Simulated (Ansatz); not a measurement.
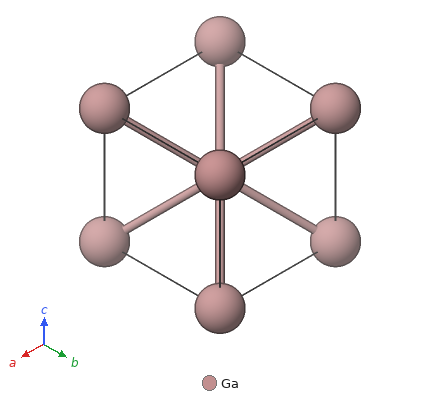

The structure, seen along [111]; the drawing may span several cells.

Structure (in its standard cell), coordinates from a relaxation with DFT, RPBE, plane waves (420 eV) with PAW, scalar-relativistic in Ansatz; the starting structure was generated, so it need not be a known form of this composition:

```
Ga
1.0
     3.41517    0.00000    0.00000
     0.00000    3.41517    0.00000
     0.00000    0.00000    3.41517
Ga
2
Direct
  0.00000 0.00000 0.00000
  0.50000 0.50000 0.50000
```

**What does the kinematic electron diffraction pattern along [111] look like at 80 kV (B = 0.5 Å²)?**

The spots form a hexagonal net with both shortest vectors at d = 2.41 Å, 60.0° apart. They are -1 1 0 and -1 0 1. The pattern has symmetry 6mm. No reflection of this zone is absent.

Strongest reflections with d > 0.80 Å, one of each family (|F|² from tabulated Gaussian fits of the electron scattering factors, times a small damping for the curvature of the Ewald sphere):

```
    hkl  d (Å)  I (strongest = 100)
 1 0 -1  2.415                  100
2 -1 -1  1.394                   33
 2 0 -2  1.207                   24
3 -1 -2  0.913                   11
 3 0 -3  0.805                    7
```

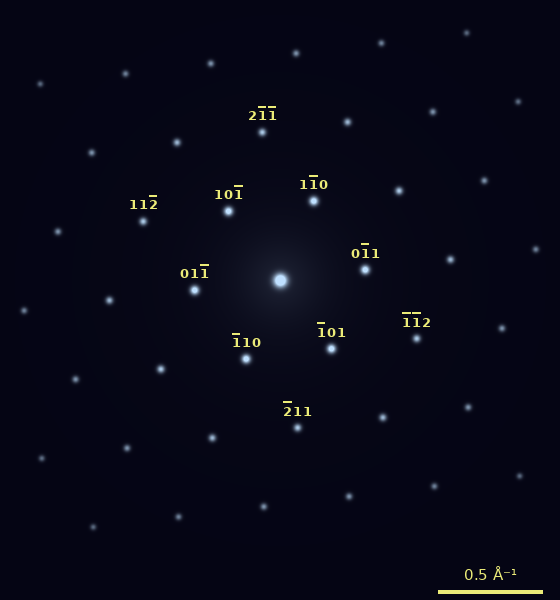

Calculated pattern, seen from the source side with [111] pointing towards the source.
